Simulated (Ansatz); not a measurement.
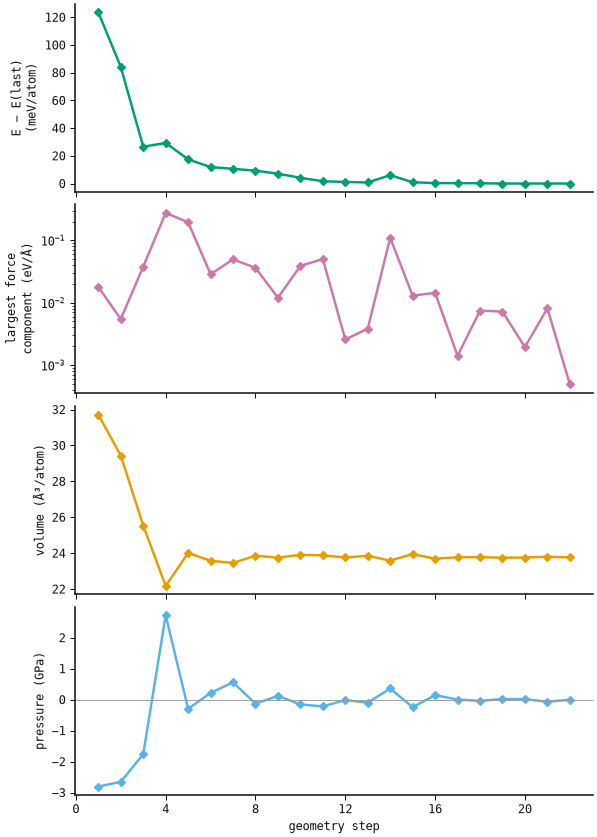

Simulated data, not a measurement (program: Ansatz).

History of a geometry optimisation. Atoms and cell relax. A closing SCF on a freshly chosen basis isn't drawn.

```
crystal:
  lattice:
    - [3.1217354593, -1.80458658, 0.0]
    - [3.1217354593, 1.80458658, 0.0]
    - [-2.087465782, 0.0, 8.4440744872]
  atoms:
    - { symbol: Hg, position: [0.77752752, 0.77752752, 0.33628873] }
    - { symbol: Hg, position: [0.22247248, 0.22247248, 0.66371127] }
    - { symbol: Hg, position: [0.0, 0.0, 0.0] }
basis:
  ecutwfc: 420
kpoints:
  mp_grid: { grid: [12, 12, 4] }
hamiltonian:
  xc: pbesol
scf:
  occupations: { method: gaussian, width: 0.02 }
output:
  forces: true
  stress: true
  eigenvalues: true
relax:
  adjacent_minimum: "off"
  f_tol: 0.005
  max_steps: 80
  cell: { stress_tol: 0.05 }
```

### How did it end, and what did it gain?

The optimisation met its thresholds at geometry 22, counting the start as the first. The energy fell by about 120 meV/atom from the first step to the last. Steps 4, 14, 15 and 21 went uphill and were rejected by the line search. The largest force component goes from about 0.018 eV/Å at the start to 5 × 10⁻⁴ eV/Å at the end, with a peak of 0.27 eV/Å at step 4.

### Was the starting cell too large or too small?

The volume shrinks from 31.7 to 23.8 Å³ per atom (−25 %), overshooting to 22.2 at step 4, as the pressure goes from −2.8 GPa to about 0 GPa. The start was expanded.
